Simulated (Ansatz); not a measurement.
# Geometry relaxation of Hf8HO17 (part 1 of 5)

Hf8HO17 (slab, 26 atoms in the cell), computed with DFT PBE+D3(BJ), scalar-relativistic, plane waves, PAW, spin-polarised (Ansatz 0.2.0).

The structure derives from an entry of the Crystallography Open Database. The input holds or restrains some coordinates. Forces given for the steps count only the free coordinates. It belongs to a series of runs on one base structure; here: 1 OH a cell, anchor, over a hollow O-Hf-Hf site.

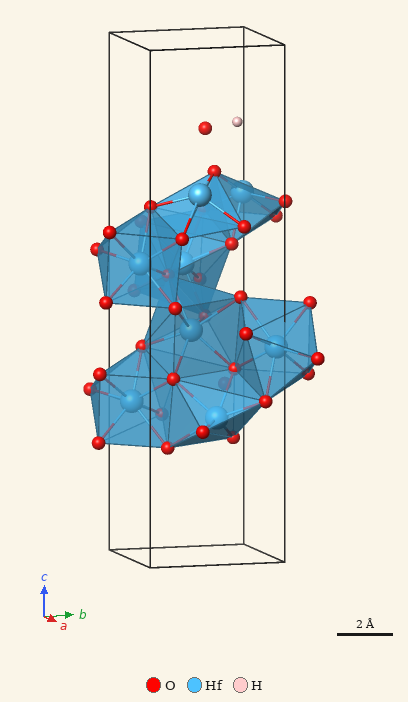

**Figure 1.** The starting structure (polyhedral view of the cell of the calculation, with the vacuum cut short, seen slightly off an axis; polyhedra are completed across the faces of the cell). An atom can appear more than once, as a periodic image.

**Input file**
```yaml
crystal:
  lattice:
    - [5.126095951, 0.0, 0.0]
    - [0.0, 5.2021810339, 0.0]
    - [0.0, 0.0, 28.6272087125]
  atoms:
    - { symbol: O, position: [0.6347922139, 0.2419181659, 0.2794544197] }
    - { symbol: O, position: [0.5361300045, 0.7580818341, 0.2870708692] }
    - { symbol: O, position: [0.1832406025, 0.3358219387, 0.3121677717] }
    - { symbol: Hf, position: [0.8445046138, 0.5424419743, 0.321321772] }
    - { symbol: Hf, position: [0.4118787139, 0.0424419743, 0.336599635] }
    - { symbol: O, position: [0.0731427251, 0.8358219387, 0.3457536351] }
    - { symbol: O, position: [0.7202533231, 0.2580818341, 0.3708505378] }
    - { symbol: O, position: [0.6215911137, 0.7419181659, 0.3784669871] }
    - { symbol: O, position: [0.2687017117, 0.1641780613, 0.4035638898] }
    - { symbol: Hf, position: [0.929965723, 0.9575580257, 0.4127178899] }
    - { symbol: Hf, position: [0.4973398231, 0.4575580257, 0.4279957529] }
    - { symbol: O, position: [0.1586038343, 0.6641780613, 0.4371497532] }
    - { symbol: O, position: [0.8059420475, 0.2460642658, 0.4649325277] }
    - { symbol: O, position: [0.7067388764, 0.7615638145, 0.4735078487] }
    - { symbol: O, position: [0.3491442613, 0.3320972083, 0.4966823843] }
    - { symbol: Hf, position: [0.0175366314, 0.5413107222, 0.5029405864] }
    - { symbol: Hf, position: [0.5904576601, 0.0520258638, 0.5194602142] }
    - { symbol: O, position: [0.2455560568, 0.8350206696, 0.5316323741] }
    - { symbol: O, position: [0.8783699597, 0.2748948508, 0.556425136] }
    - { symbol: O, position: [0.7865196321, 0.7638673486, 0.5669182136] }
    - { symbol: O, position: [0.4223968141, 0.1807706014, 0.5885603247] }
    - { symbol: Hf, position: [0.1146506409, 0.9534605005, 0.5953465552] }
    - { symbol: Hf, position: [0.6193644076, 0.485390975, 0.6064802779] }
    - { symbol: O, position: [0.3129574154, 0.6861994464, 0.6282552101] }
    - { symbol: O, position: [0.015657488, 0.7083503073, 0.6775090516], spin: 1.0 }
    - { symbol: H, position: [-0.0461012374, 0.6613523131, 0.7082490377] }
basis:
  ecutwfc: 420
kpoints:
  mp_grid: { grid: [3, 3, 1] }
hamiltonian:
  xc: pbe
  dispersion: d3bj
scf:
  occupations: { method: gaussian, width: 0.05 }
output:
  forces: true
  eigenvalues: true
  populations: true
  write_density: true
  write_potential: true
  elf: true
  volumetric_format: npy
magnetization:
  spin_polarized: true
relax:
  adjacent_minimum: "off"
  f_tol: 0.04
  max_steps: 100
  constraints: [{ sites: [0, 1, 2, 3, 4, 5, 6, 7, 8, 9, 10, 11] }]
efield:
  axis: 3
  dipole_correction: true
  ramp_width: 0.04
```

Machine: 8 threads of Intel Xeon @ 2.50GHz (Skylake/Cascade Lake), 32 GiB of memory available, shared host.

Launch command:
```bash
ansatz run input.yaml --threads 8 --pin off --max-ram 20480MiB --backend cpu --events-out ev --progress --plain --runs-dir out
```

**Log**
```
Engine: ansatz 0.2.0, x86_64-unknown-linux-gnu
Pseudopotentials: kind: paw
Pseudopotential: O, paw, valence charge 6, recommended cutoff 420 eV (normal), O.paw.azcp
Pseudopotential: Hf, paw, valence charge 26, recommended cutoff 420 eV (normal), Hf.paw.azcp
Pseudopotential: H, paw, valence charge 1, recommended cutoff 420 eV (normal), H.paw.azcp
Functional definition: PBE
  parameter kappa = 0.804
  parameter beta = 0.06672455060314922
  exchange = pbe_x(kappa = kappa, mu = beta*pi^2/3)
  correlation = pbe_c(beta = beta)
Crystal: 26 atoms, lattice volume = 763.398 Å³
Basis set: ecut = 420 eV, 14995 PW (Γ), exchange–correlation on 72×72×384 points (8 copies of the dense FFT grid, shifted against one another)
Bands: 188, of which v1, the nominal top of the filled ones, is band 156 counted from 1 (155 counted from 0)
Symmetry: 1 space group operations
k-points: 5 of 9 (time reversal used)
Non-local potential: O, projectors of the file, l = 0: 2, l = 1: 2, l = 2: 1
Non-local potential: Hf, projectors of the file, l = 0: 3, l = 1: 2, l = 2: 2, l = 3: 3
Non-local potential: H, projectors of the file, l = 0: 2, l = 1: 1
PAW form: soft (Blöchl's): semilocal exchange-correlation on the pseudo side does not see the compensation charge
PAW one-centre angular grid: O, 110 points (default); XC on 64 Gauss nodes
PAW one-centre angular grid: Hf, 590 points (default); XC on 64 Gauss nodes
PAW one-centre angular grid: H, 110 points (default); XC on 64 Gauss nodes
Initial density: superposition of atomic densities (neutral atoms: chi_scale 0, normalization atom)
Starting moments: Σ|m| = 1 μB on 1 of 26 sites
Initial wavefunctions: pseudopotential atomic-orbital guess
Functional: x = pbe(κ = 0.804, μ = 0.2195149727645171), c = pbe(β = 0.06672455060314922)
```
